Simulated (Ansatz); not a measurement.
System: AlO.

```
CELL_PARAMETERS angstrom
2.76919 0.00000 0.00000
0.00000 2.76919 0.00000
0.00000 0.00000 2.76919
ATOMIC_POSITIONS crystal
Al 0.50000 0.50000 0.50000
O 0.00000 0.00000 0.00000
```

Space group Pm-3m; a generated structure, not necessarily the stable one; computed pressure about −6 GPa in this cell.

All numbers below come from Ansatz, Kohn-Sham DFT of a periodic cell, PBE0, Ansatz PAW.

> What will maps of the valence pseudo-density and electron localisation function show?

Al–O (2.40 Å): the density is about 0.25 e/Å³ at the midpoint; the ELF is about 0.40 at the midpoint.

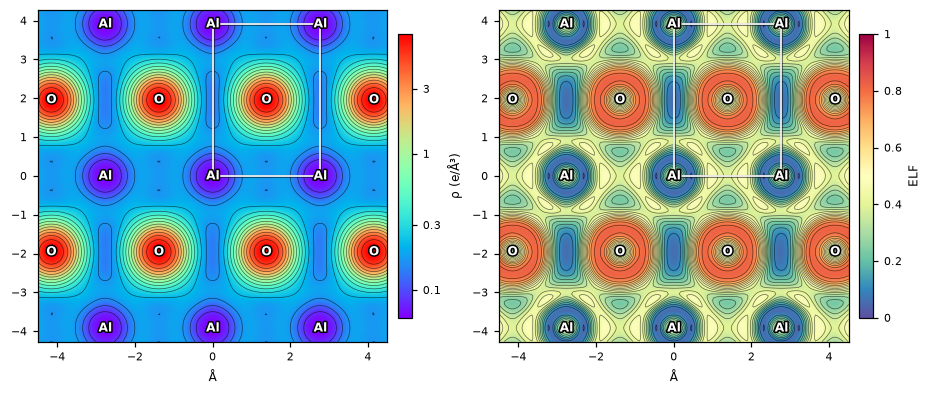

Computed valence pseudo-density and electron localisation function on the (11̄0) plane of the conventional cell, in this order. 

Core electrons are frozen (PAW), and the valence fields are smoothed inside the atomic spheres.
